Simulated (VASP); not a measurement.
**Run report: TiAl, geometry relaxation (part 1 of 2)**

The run: geometry relaxation of TiAl (Pm-3m, 2 atoms in the cell). Method and program: Kohn-Sham DFT of a periodic cell, r2SCAN, VASP PAW PBE potentials, recommended, no spin polarisation (VASP 6.6.1).

The structure derives from a Materials Project entry.

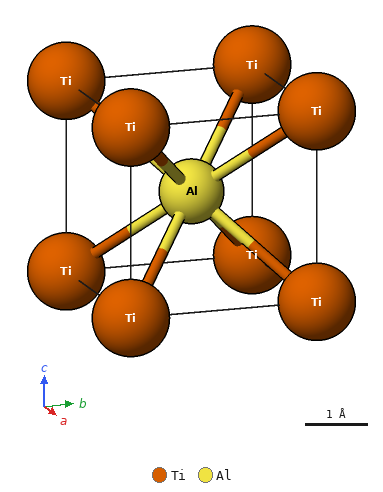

Fig. 1: The starting structure (ball-and-stick view of the cell of the calculation, seen slightly off an axis). An atom can appear more than once, as a periodic image.

## Results in brief

| quantity | value |
| --- | --- |
| outcome | converged |
| space group (tolerance 0.01 Å) | Pm-3m (221) |
| electrons treated | 15 |
| free energy | −20.3142 eV |
| gap on the k-point mesh | none (metallic) |
| pressure | 0.00 GPa |
| final volume | 31.98 Å³ |
| largest force (length of the vector) at the end | under 0.001 eV/Å |
| final cell | a = 3.174 Å, b = 3.174 Å, c = 3.174 Å, α = 90.00°, β = 90.00°, γ = 90.00° |
| hardware | 1 thread of Intel Xeon @ 2.50GHz (Skylake/Cascade Lake), 96 GiB of memory available, shared host |
| wall time | 3.7 min |
| peak memory | 0.17 GiB |

## INCAR
```
PREC = Accurate
ENCUT = 600
EDIFF = 1E-7
ISMEAR = -1
SIGMA = 0.05
LREAL = F
LASPH = T
NELM = 100
ALGO = Normal
ISIF = 3
LWAVE = F
LCHARG = F
METAGGA = R2SCAN
LMIXTAU = T
IBRION = 2
NSW = 60
EDIFFG = -0.02
```

## KPOINTS
```
regular mesh
0
Gamma
  8 8 8
```

## POSCAR
```
TiAl
1.0
    3.1790640000      0.0000000000      0.0000000000
    0.0000000000      3.1790640000      0.0000000000
    0.0000000000      0.0000000000      3.1790640000
Ti Al
1 1
Direct
    0.0000000000      0.0000000000      0.0000000000
    0.5000000000      0.5000000000      0.5000000000
```

Run as:
```bash
cat potpaw_PBE.64/Ti_sv/POTCAR potpaw_PBE.64/Al/POTCAR > POTCAR
mpirun -np 1 vasp_std > vasp.out
```

## OSZICAR
```
N       E                     dE             d eps       ncg     rms          rms(c)
DAV:   1     0.947745674533E+02    0.94775E+02   -0.83290E+03   770   0.157E+03
DAV:   2    -0.177482548123E+02   -0.11252E+03   -0.10999E+03   785   0.376E+02
DAV:   3    -0.246840728121E+02   -0.69358E+01   -0.65980E+01  1236   0.879E+01
DAV:   4    -0.249688152228E+02   -0.28474E+00   -0.28301E+00   944   0.154E+01
DAV:   5    -0.249874000039E+02   -0.18585E-01   -0.18576E-01  1159   0.337E+00    0.114E+01
DAV:   6    -0.204442491040E+02    0.45432E+01   -0.16232E+01  1048   0.582E+01    0.297E+00
DAV:   7    -0.202137958432E+02    0.23045E+00   -0.16162E+00   894   0.172E+01    0.179E+00
DAV:   8    -0.200861741439E+02    0.12762E+00   -0.69467E-01   904   0.982E+00    0.102E+00
DAV:   9    -0.202715153490E+02   -0.18534E+00   -0.13416E-01   809   0.514E+00    0.540E-01
DAV:  10    -0.203160837385E+02   -0.44568E-01   -0.78093E-02   844   0.393E+00    0.159E-01
DAV:  11    -0.203137528226E+02    0.23309E-02   -0.69400E-03   814   0.142E+00    0.117E-01
DAV:  12    -0.203143751097E+02   -0.62229E-03   -0.64890E-03   925   0.119E+00    0.774E-02
DAV:  13    -0.203137510675E+02    0.62404E-03   -0.12922E-03   877   0.550E-01    0.186E-02
DAV:  14    -0.203139613301E+02   -0.21026E-03   -0.50648E-04   782   0.318E-01    0.123E-02
DAV:  15    -0.203139584435E+02    0.28866E-05   -0.48121E-05  1120   0.927E-02    0.873E-03
DAV:  16    -0.203139543288E+02    0.41146E-05   -0.14576E-05   899   0.426E-02    0.326E-03
DAV:  17    -0.203139565180E+02   -0.21891E-05   -0.36719E-06   842   0.304E-02    0.127E-03
DAV:  18    -0.203139567802E+02   -0.26221E-06   -0.78491E-07   812   0.134E-02    0.427E-04
DAV:  19    -0.203139568815E+02   -0.10132E-06   -0.20530E-07   680   0.558E-03    0.677E-04
DAV:  20    -0.203139568061E+02    0.75362E-07   -0.33461E-08   400   0.221E-03
   1 F= -.20313957E+02 E0= -.20304519E+02  d E =-.203140E+02
       N       E                     dE             d eps       ncg     rms          rms(c)
DAV:   1    -0.203277263599E+02   -0.13769E-01   -0.29302E-01   840   0.884E+00    0.100E+00
DAV:   2    -0.203143811766E+02    0.13345E-01   -0.87914E-02   888   0.404E+00    0.230E-01
DAV:   3    -0.203137504880E+02    0.63069E-03   -0.45219E-03   958   0.705E-01    0.727E-02
DAV:   4    -0.203137596629E+02   -0.91750E-05   -0.10885E-03   947   0.293E-01    0.318E-02
DAV:   5    -0.203139862708E+02   -0.22661E-03   -0.75501E-04   997   0.230E-01    0.467E-02
DAV:   6    -0.203140088476E+02   -0.22577E-04   -0.49340E-05   844   0.101E-01    0.316E-02
DAV:   7    -0.203140770635E+02   -0.68216E-04   -0.13442E-04  1071   0.123E-01    0.861E-03
DAV:   8    -0.203140734228E+02    0.36407E-05   -0.19371E-05   843   0.626E-02    0.954E-03
DAV:   9    -0.203140784252E+02   -0.50024E-05   -0.33638E-06   884   0.205E-02    0.139E-03
DAV:  10    -0.203140778586E+02    0.56660E-06   -0.10446E-06   791   0.156E-02    0.543E-04
DAV:  11    -0.203140780104E+02   -0.15181E-06   -0.70041E-08   444   0.366E-03    0.522E-04
DAV:  12    -0.203140779997E+02    0.10692E-07   -0.15830E-08   385   0.148E-03
   2 F= -.20314078E+02 E0= -.20304702E+02  d E =-.121194E-03
       N       E                     dE             d eps       ncg     rms          rms(c)
DAV:   1    -0.203167159582E+02   -0.26379E-02   -0.53152E-02   848   0.378E+00    0.431E-01
DAV:   2    -0.203143093037E+02    0.24067E-02   -0.16712E-02   896   0.174E+00    0.984E-02
DAV:   3    -0.203141809996E+02    0.12830E-03   -0.87663E-04   964   0.314E-01    0.310E-02
DAV:   4    -0.203141777163E+02    0.32832E-05   -0.20815E-04   938   0.127E-01    0.133E-02
DAV:   5    -0.203142169100E+02   -0.39194E-04   -0.14374E-04   995   0.994E-02    0.204E-02
DAV:   6    -0.203142178312E+02   -0.92121E-06   -0.10311E-05   849   0.462E-02    0.139E-02
DAV:   7    -0.203142261823E+02   -0.83511E-05   -0.25591E-05  1069   0.551E-02    0.359E-03
DAV:   8    -0.203142254947E+02    0.68761E-06   -0.35661E-06   840   0.269E-02    0.408E-03
DAV:   9    -0.203142253297E+02    0.16497E-06   -0.60377E-07   824   0.879E-03    0.562E-04
DAV:  10    -0.203142252885E+02    0.41230E-07   -0.17626E-07   674   0.663E-03
   3 F= -.20314225E+02 E0= -.20304823E+02  d E =-.268482E-03
```

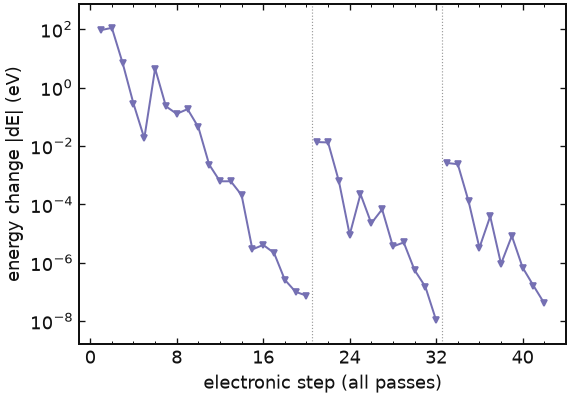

Fig. 2: Convergence of the self-consistent field: energy change |dE| against the electronic step. Each stretch between dotted lines is the SCF of one geometry step of a relaxation. The 3 ionic steps take 10 to 20 electronic steps each. The density is held fixed in the first few steps, and dE rises again when its update begins.

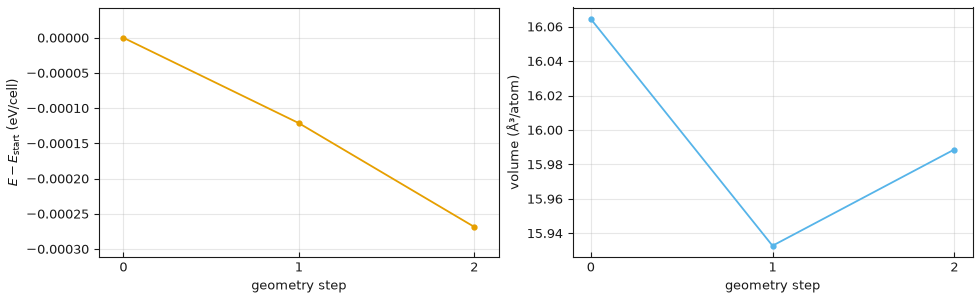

Fig. 3: Progress of the relaxation, step by step (steps are counted from 0). The atoms keep their places relative to the cell (all moves are under 0.005 Å). Cell: a = b = c 3.179 → 3.174 Å (−0.2 %). Volume −0.5 %. Distances before and after: Ti1–Al2 2.753 → 2.749 Å. The space group stays Pm-3m (No. 221). After 2 geometry steps the energy has fallen by 0.3 meV per cell of the calculation. All forces vanish by symmetry, so only the cell relaxes. (Atoms are counted from 1 in the order of the input.)

## Parts of OUTCAR
```
PREC = Accurate
   ENCUT = 600
   EDIFF = 1E-7
   ISMEAR = -1
   LREAL = F
   LASPH = T
   NELM = 100
   ISIF = 3
   METAGGA = R2SCAN
   IBRION = 2
   NSW = 60
   EDIFFG = -0.02

 ion  position               nearest neighbor table
   1  0.000  0.000  0.000-   2 2.75   2 2.75   2 2.75   2 2.75   2 2.75   2 2.75   2 2.75   2 2.75

   2  0.500  0.500  0.500-   1 2.75   1 2.75   1 2.75   1 2.75   1 2.75   1 2.75   1 2.75   1 2.75

  LATTYP: Found a simple cubic cell.
 ALAT       =     3.1790640000

  Lattice vectors:

 A1 = (   3.1790640000,   0.0000000000,   0.0000000000)
 A2 = (   0.0000000000,   3.1790640000,   0.0000000000)
 A3 = (   0.0000000000,   0.0000000000,   3.1790640000)

Analysis of symmetry for initial positions (statically):
=====================================================================
 Subroutine PRICEL returns:
 Original cell was already a primitive cell.

 Routine SETGRP: Setting up the symmetry group for a
 simple cubic supercell.

 Subroutine GETGRP returns: Found 48 space group operations
 (whereof 48 operations were pure point group operations)
 out of a pool of 48 trial point group operations.

The static configuration has the point symmetry O_h .

Analysis of symmetry for dynamics (positions and initial velocities):
=====================================================================
 Subroutine PRICEL returns:
 Original cell was already a primitive cell.

 Routine SETGRP: Setting up the symmetry group for a
 simple cubic supercell.

 Subroutine GETGRP returns: Found 48 space group operations
 (whereof 48 operations were pure point group operations)
 out of a pool of 48 trial point group operations.

The dynamic configuration has the point symmetry O_h .

 Subroutine INISYM returns: Found 48 space group operations
 (whereof 48 operations are pure point group operations),
 and found     1 'primitive' translations

----------------------------------------------------------------------------------------

                                     Primitive cell

  volume of cell :      32.1290

  direct lattice vectors                    reciprocal lattice vectors
     3.179064000  0.000000000  0.000000000     0.314557996  0.000000000  0.000000000
     0.000000000  3.179064000  0.000000000     0.000000000  0.314557996  0.000000000
     0.000000000  0.000000000  3.179064000     0.000000000  0.000000000  0.314557996

  length of vectors
     3.179064000  3.179064000  3.179064000     0.314557996  0.314557996  0.314557996

  position of ions in fractional coordinates (direct lattice)
     0.000000000  0.000000000  0.000000000
     0.500000000  0.500000000  0.500000000

  ion indices of the primitive-cell ions
   primitive index   ion index
                 1           1
                 2           2

----------------------------------------------------------------------------------------

 KPOINTS: regular mesh

Automatic generation of k-mesh.
 Grid dimensions read from file:
 generate k-points for:    8    8    8

 Generating k-lattice:

  Cartesian coordinates                     Fractional coordinates (reciprocal lattice)
     0.039319749  0.000000000  0.000000000     0.125000000  0.000000000  0.000000000
     0.000000000  0.039319749  0.000000000     0.000000000  0.125000000  0.000000000
     0.000000000  0.000000000  0.039319749     0.000000000  0.000000000  0.125000000

  Length of vectors
     0.039319749  0.039319749  0.039319749

  Shift w.r.t. Gamma in fractional coordinates (k-lattice)
     0.000000000  0.000000000  0.000000000

 Subroutine IBZKPT returns following result:
 ===========================================

 Found     35 irreducible k-points:

 Following reciprocal coordinates:
            Coordinates               Weight
  0.000000  0.000000  0.000000      1.000000
  0.125000  0.000000  0.000000      6.000000
  0.250000  0.000000  0.000000      6.000000
  0.375000  0.000000  0.000000      6.000000
  0.500000  0.000000  0.000000      3.000000
  0.125000  0.125000  0.000000     12.000000
  0.250000  0.125000  0.000000     24.000000
  0.375000  0.125000  0.000000     24.000000
  0.500000  0.125000  0.000000     12.000000
  0.250000  0.250000  0.000000     12.000000
  0.375000  0.250000  0.000000     24.000000
  0.500000  0.250000  0.000000     12.000000
  0.375000  0.375000  0.000000     12.000000
  0.500000  0.375000  0.000000     12.000000
  0.500000  0.500000  0.000000      3.000000
  0.125000  0.125000  0.125000      8.000000
  0.250000  0.125000  0.125000     24.000000
  0.375000  0.125000  0.125000     24.000000
  0.500000  0.125000  0.125000     12.000000
  0.250000  0.250000  0.125000     24.000000
  0.375000  0.250000  0.125000     48.000000
  0.500000  0.250000  0.125000     24.000000
  0.375000  0.375000  0.125000     24.000000
  0.500000  0.375000  0.125000     24.000000
 [... further k-points ...]
```
